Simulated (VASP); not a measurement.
The compound is PbSe (space group Fm-3m, No. 225), taken as an entry of the Crystallography Open Database, as set up for an electronic-structure calculation.

```cif
data_structure
_symmetry_space_group_name_H-M 'Fm-3m'
_symmetry_Int_Tables_number 225
_cell_length_a 6.1213
_cell_length_b 6.1213
_cell_length_c 6.1213
_cell_angle_alpha 90.000
_cell_angle_beta 90.000
_cell_angle_gamma 90.000
_cell_volume 229.37
loop_
_atom_site_label
_atom_site_type_symbol
_atom_site_symmetry_multiplicity
_atom_site_Wyckoff_symbol
_atom_site_fract_x
_atom_site_fract_y
_atom_site_fract_z
_atom_site_occupancy
Pb1 Pb 4 a 0.00000 0.00000 0.00000 1
Se1 Se 4 b 0.50000 0.00000 0.00000 1
```

Describe how the polyhedra about Pb are linked (bonds: Pb–Se below 3.4 Å).

Pb: PbSe6 octahedron, sharing corners with six neighbours and edges with twelve neighbours.

They form a three-dimensional framework of corner- and edge-sharing octahedra.

Centre to centre across a shared corner: 6.12 Å; across a shared edge: 4.33 Å.

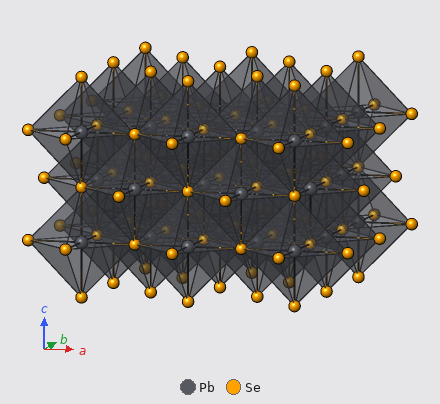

Polyhedra are drawn about Pb (bonds: Pb–Se below 3.4 Å); other atoms are plain spheres.
